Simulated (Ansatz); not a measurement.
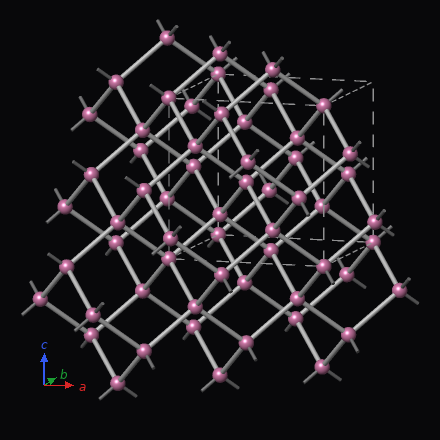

The picture shows a finite piece of the underlying net of a crystal structure, nodes on the atoms' positions. Nodes are coloured by topological kind. Short stubs are edges that leave the cut-out.

Describe the net.

A uninodal 4-connected, three-periodic net. It is the dia net, known from diamond, zinc blende and cristobalite.

Give point symbol and coordination sequence.

6^6, sequence 4, 12, 24, 42, 64, 92.

The net was derived as follows. AlN (space group F-43m, No. 216): the input geometry of an electronic-structure calculation (not necessarily at equilibrium). Bonds are taken as Al–N below 2.1 Å. Simplification: prune 0- and 1-connected atoms, fold 2-connected ones into links. Al and N are 4-connected nodes.
